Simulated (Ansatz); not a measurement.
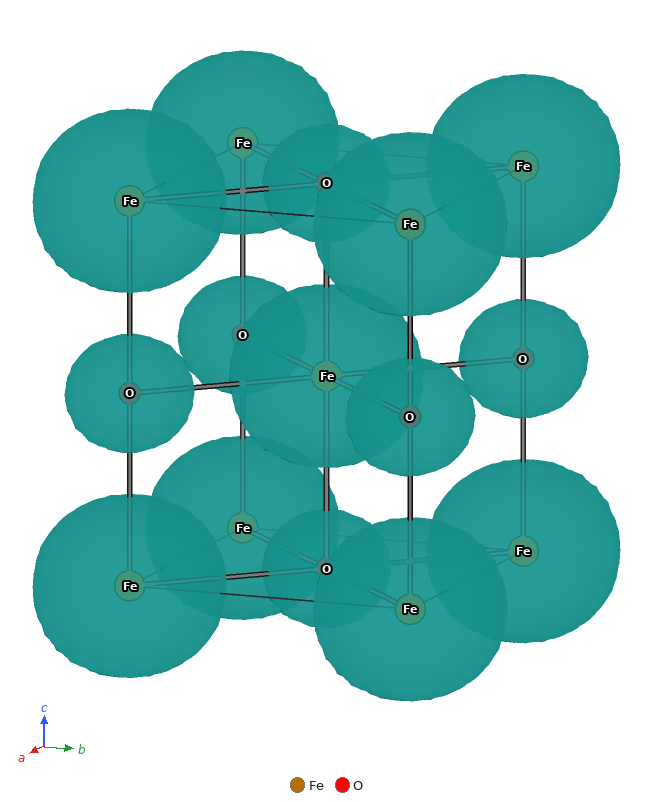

*FeO. Isosurface of the spin density (up minus down) at +0.1 e/Å³ (teal), seen slightly off an axis. Sticks mark near contacts.*

Space group I4/mmm; a structure from a database of computed crystals, not necessarily the ambient phase; spin-polarised.

Theory: Ansatz 0.2.0, Kohn-Sham DFT of a periodic cell, PBE, Ansatz PAW.

In a PAW calculation such maps are meaningful between the atoms, not at the nuclei.

Question: Where is the spin, and how is it ordered?

Answer: The spin density sits on Fe: +3.6 μB (×2) in one cell of 4 atoms, with smaller moments on other sites: O (up to +0.46 μB): parallel main moments (a ferromagnetic arrangement) in this solution. The cell of the calculation (2 atoms) carries 4.5 μB of net spin moment.
